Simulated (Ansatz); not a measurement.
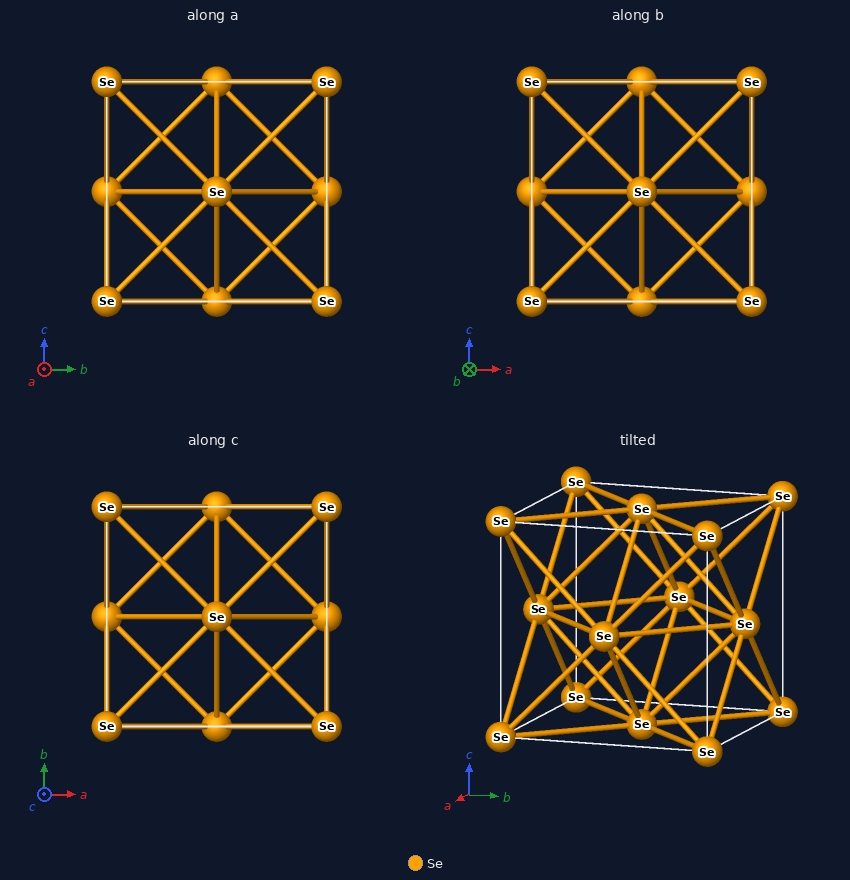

Ball-and-stick drawing of the structure, looking along the a axis, along the b axis, along the c axis and slightly off an axis. The parallelepiped is the conventional unit cell.

Lattice parameters: a = 4.2818 Å, b = 4.2818 Å, c = 4.2818 Å, α = 90.000°, β = 90.000°, γ = 90.000°.

Express the structure as a CIF in P1 with every atom of the cell.

```cif
data_structure
_symmetry_space_group_name_H-M 'P 1'
_symmetry_Int_Tables_number 1
_cell_length_a 4.2818
_cell_length_b 4.2818
_cell_length_c 4.2818
_cell_angle_alpha 90.000
_cell_angle_beta 90.000
_cell_angle_gamma 90.000
_cell_volume 78.50
loop_
_atom_site_label
_atom_site_type_symbol
_atom_site_fract_x
_atom_site_fract_y
_atom_site_fract_z
_atom_site_occupancy
Se1 Se 0.0000 0.0000 0.0000 1
Se2 Se 0.0000 0.5000 0.5000 1
Se3 Se 0.5000 0.0000 0.5000 1
Se4 Se 0.5000 0.5000 0.0000 1
```

The structure comes from a structure type filled with this element by a generator (whether the element takes this form wasn't checked). Earlier steps of the study may have refined or changed the cell and positions. It went into a calculation with Ansatz.
